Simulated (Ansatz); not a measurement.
Mo

Input file:

```
crystal:
  lattice:
    - [0.15753066, 2.01904464, 1.9118309]
    - [2.12472561, -0.02639602, 2.09575758]
    - [2.02995326, 2.10819897, 0.06837633]
  atoms:
    - { symbol: Mo, position: [0.0, 0.0, 0.0] }
hamiltonian:
  xc: r2scan
  pseudopotentials: { kind: paw }
kpoints:
  mp_grid: { grid: [7, 6, 7] }
scf:
  occupations: { method: fermi_dirac, width: 0.05 }
  n_extra_bands: 6
output:
  forces: true
  stress: true
  eigenvalues: true
  dos: { projected: true, de: 0.05, nscf_kmesh: { grid: [11, 9, 11] } }
  write_density: true
  write_potential: true
  elf: true
  volumetric_format: npy
```

Run with:

```sh
ansatz run input.yaml --threads 2 --pin off --max-ram 5632MiB --backend cpu --events-out ev --progress --plain --runs-dir out
```

Below, planes, directions and counts refer to the conventional cell (a = 2.63 Å, b = 2.79 Å, c = 2.84 Å, α = 64.03°, β = 64.98°, γ = 65.39°).

Space group P-1; computed pressure about −5 GPa in this cell.

The calculation used Kohn-Sham DFT of a periodic cell, r2SCAN, Ansatz PAW in Ansatz.

What will maps of the valence pseudo-density and electron localisation function show?

Mo–Mo (2.93 Å): ρ is about 0.29 e/Å³ halfway; the ELF is about 0.30 at the midpoint.
Mo–Mo (2.98 Å): the density is about 0.25 e/Å³ at the midpoint; the ELF is about 0.30 at the midpoint; no shared electron pair shows on this line.

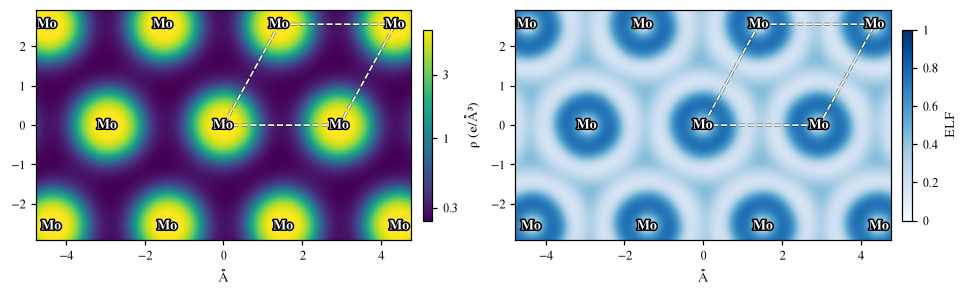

Computed valence pseudo-density and electron localisation function on the (111) plane of the conventional cell, in this order. 

The density is the valence pseudo-density of a PAW calculation; it isn't the true density close to the nuclei.
